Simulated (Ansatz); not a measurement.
Al (interface cell)

Input file:

```
crystal:
  lattice:
    - [2.8394492409, 0.0, 0.0]
    - [-1.4197246205, 2.4590351754, 0.0]
    - [0.0, 0.0, 27.7206091123]
  atoms:
    - { symbol: Al, position: [0.0, 0.0, 0.0] }
    - { symbol: Al, position: [0.3333333333, 0.6666666667, 0.0839849599] }
    - { symbol: Al, position: [0.6666666667, 0.3333333333, 0.1669322058] }
    - { symbol: Al, position: [0.0, 0.0, 0.25] }
    - { symbol: Al, position: [0.3333333333, 0.6666666667, 0.3330677942] }
    - { symbol: Al, position: [0.6666666667, 0.3333333333, 0.4160150401] }
    - { symbol: Al, position: [0.3333333333, 0.6666666667, 0.9160150401] }
    - { symbol: Al, position: [0.6666666667, 0.3333333333, 0.8330677942] }
    - { symbol: Al, position: [0.0, 0.0, 0.75] }
    - { symbol: Al, position: [0.3333333333, 0.6666666667, 0.6669322058] }
    - { symbol: Al, position: [0.6666666667, 0.3333333333, 0.5839849599] }
    - { symbol: Al, position: [0.0, 0.0, 0.5] }
basis:
  ecutwfc: 420
kpoints:
  mp_grid: { grid: [21, 21, 4] }
hamiltonian:
  xc: pbesol
scf:
  occupations: { method: gaussian, width: 0.1 }
output:
  forces: true
  stress: true
  eigenvalues: true
  write_density: true
  write_potential: true
  elf: true
  volumetric_format: npy
```

Run with:

```sh
ansatz run input.yaml --threads 4 --pin off --max-ram 12288MiB --backend cpu --events-out ev --progress --plain --runs-dir out
```

Level of theory: DFT PBEsol, scalar-relativistic, plane waves, PAW in Ansatz 0.2.0.

The density is the valence pseudo-density of a PAW calculation; it isn't the true density close to the nuclei.

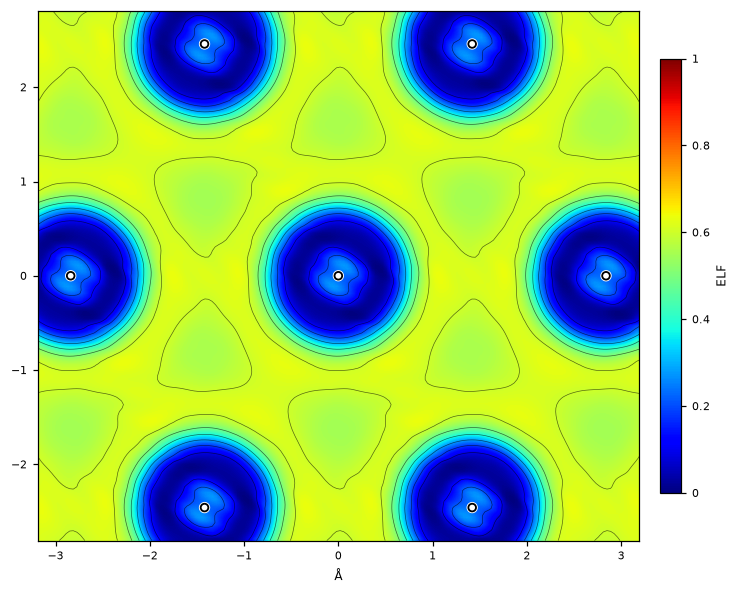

Figure 1. ELF on the (001) plane of the calculation cell. Circles mark the nuclei in the plane (Al).

### Describe what can be read from this map.

The section cuts through Al sites.
Al–Al (2.84 Å): the ELF peaks at about 0.65 between the atoms.

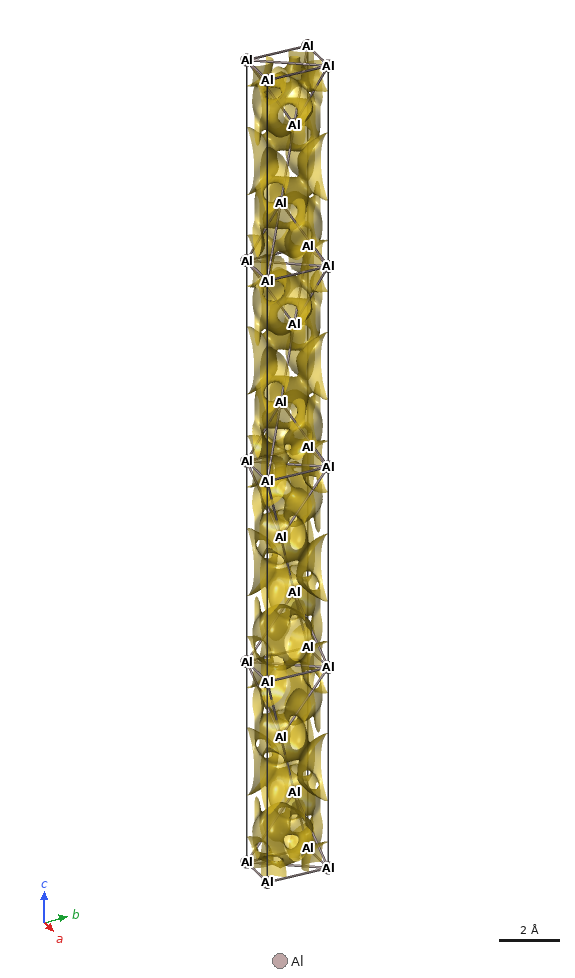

Figure 2. Isosurface of the electron localisation function at 0.55 (yellow), seen slightly off an axis. Core shells and regions of very low density are left out. Sticks mark near contacts.

### Describe the localisation domains.

The ELF exceeds this value in one network that runs through the whole crystal, counted in one cell of 12 atoms. Any copies at cell faces, edges or corners count once. There are no localised bonds or lone pairs at this value. Profiles from the grid: Al–Al (2.82 Å): the ELF peaks at about 0.65 between the atoms.

### Does the calculation give a band gap?

It is metallic or semimetallic at this level of theory: no gap opens.
